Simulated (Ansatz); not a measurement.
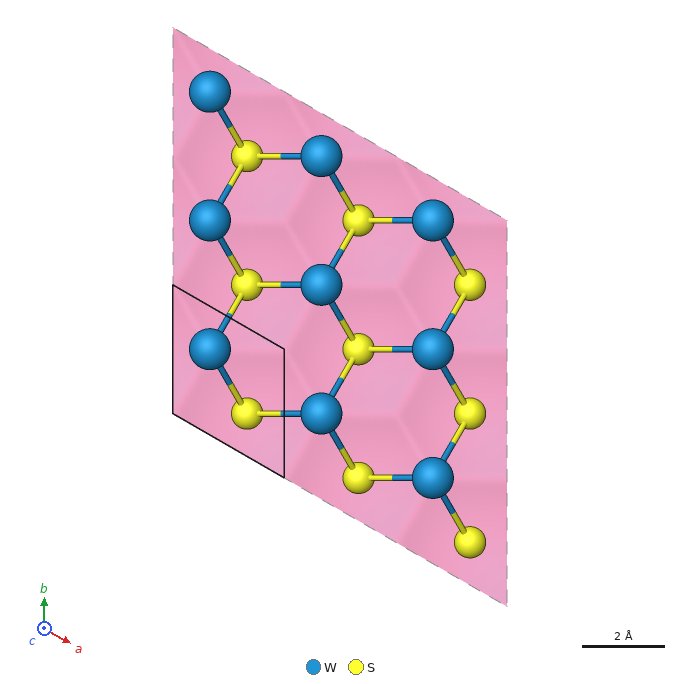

The pink surface encloses the points that the centre of a probe sphere of radius 4.45 Å can occupy in WS$_{2}$ in space group P-6m2, computed on a grid of about 0.13 Å (3×3×1 cells shown, view along the c axis; pale faces close the region where the box cuts it).

Atoms are hard spheres with Shannon crystal radii (six-coordinate where tabulated): W 0.80 Å, S 1.70 Å.

The cell is taken from the geometry relaxed with DFT PBEsol, scalar-relativistic, plane waves, PAW (Ansatz).

```cif
data_structure
_symmetry_space_group_name_H-M 'P 1'
_symmetry_Int_Tables_number 1
_cell_length_a 3.1458
_cell_length_b 3.1458
_cell_length_c 16.9368
_cell_angle_alpha 90.000
_cell_angle_beta 90.000
_cell_angle_gamma 120.000
_cell_volume 145.15
loop_
_atom_site_label
_atom_site_type_symbol
_atom_site_fract_x
_atom_site_fract_y
_atom_site_fract_z
_atom_site_occupancy
W1 W 0.33333 0.66667 0.00000 1
S1 S 0.66667 0.33333 0.90749 1
S2 S 0.66667 0.33333 0.09251 1
```

> Do these regions connect?

Where they connect, they form a two-dimensional network in layers parallel to (001).

> What share of the cell can the probe's centre reach?

About 10 % of the volume (15 Å³ of 145.1 Å³).

> Give the largest included and the largest free sphere.

The largest sphere that fits anywhere has a diameter of 10.87 Å; the largest that can travel through the crystal, about 10.8 Å.

> How does the connectivity change as the probe shrinks?

Below a radius of about 5.38 Å the space forms a two-dimensional network in layers parallel to (001). Below a radius of about 0.12 Å the space forms a three-dimensional network. These are grid estimates, good to about 0.05 Å.
